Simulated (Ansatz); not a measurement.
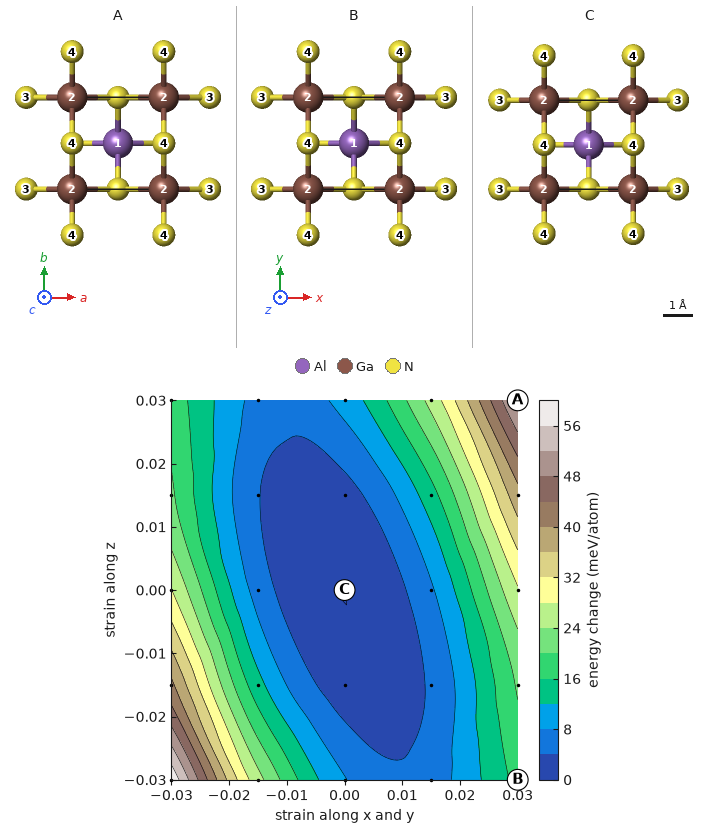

Solid AlGaN2 (P-4m2): the cell is strained equally along x and y and separately along z, with the atoms kept at their fractional coordinates. x, y and z are the Cartesian axes of the input. The map is interpolated between the computed points (dots). The lettered frames are marked on it. A ball-and-stick model of the cell of the calculation, seen along the c axis.

Method: DFT r2SCAN, scalar-relativistic, plane waves, PAW in Ansatz. Set-up: plane-wave cutoff 500 eV; k-point mesh 8 × 8 × 6; occupations gaussian; smearing width 0.05 eV; no spin polarisation. Energies (free energies at the smearing named) are counted from the cell as listed in its source, which wasn't relaxed.

> Describe the energy landscape.

In pairs of (strain along x and y; strain along z): the lowest computed point lies at (0.000, 0.000) (0.0 meV/atom), the highest at (−0.030, −0.030) (59.0 meV/atom). The valley is tilted: raising the in-plane strain is made harder by raising the strain along z (cross term 0.61 of the geometric mean of the two curvatures). Over the ranges scanned the energy rises more along the first axis, the in-plane strain. The pressure runs from −15.3 GPa at (0.030, 0.030) to 21.9 GPa at (−0.030, −0.030). The frames lie at A (0.030, 0.030): 53.2 meV/atom, B (0.030, −0.030): 17.2 meV/atom, C (0.000, 0.000): 0.0 meV/atom.
